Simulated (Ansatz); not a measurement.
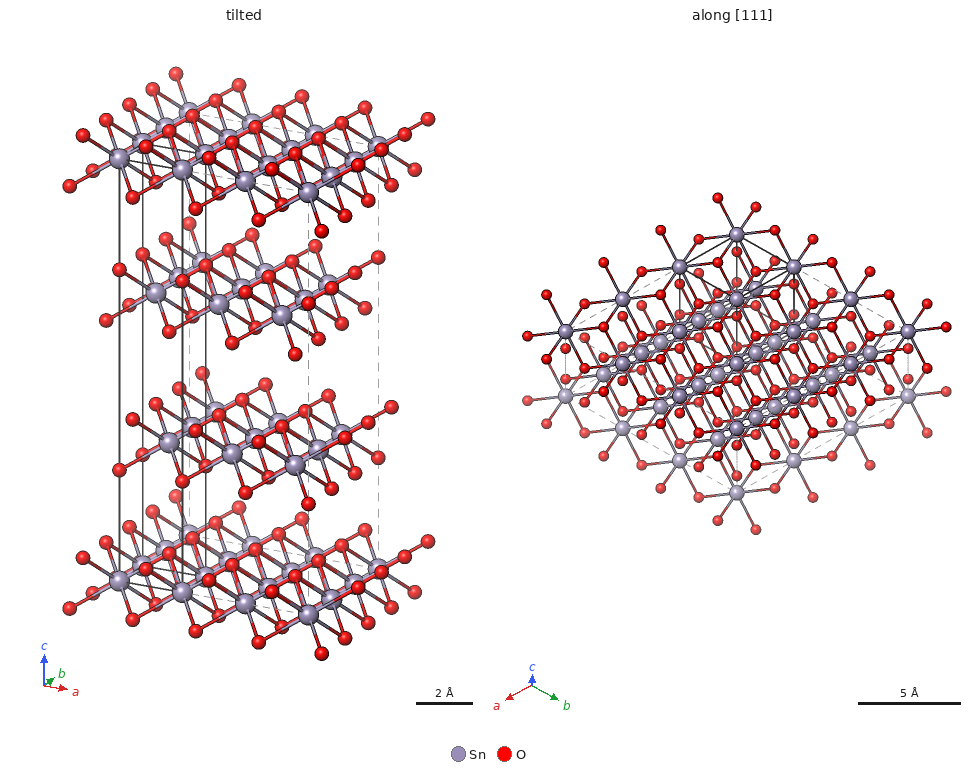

Crystal structure, ball-and-stick style, seen slightly off an axis and along [111]. The picture spans 3×3×1 cells, one conventional unit cell being drawn with solid lines. A few atoms beyond the faces are included.

- The structure is one of SnO2.
- The symmetry is that of R-3m (No. 166), on a rhombohedral (trigonal R) lattice.
- Among the common structure types it is cadmium chloride (CdCl₂) type.
- The cell holds 9 atoms (3 Sn, 6 O), Z = 3.
- Sn is linked to six O in a distorted octahedral arrangement at about 2.2 Å. The O atoms are each bonded to three Sn in a trigonal pyramidal arrangement at about 2.2 Å.
- The bonds build SnO2 layers parallel to (001).

Its origin is a structure listed in the Materials Project. The cell was then strained or its atoms displaced on purpose. It went into a calculation with Ansatz.

At this level of theory the run's own cell isn't at rest (stretched, at -12 GPa and forces up to 1.7 eV/Å), so its distances can differ from those at equilibrium, the more so the softer the solid.
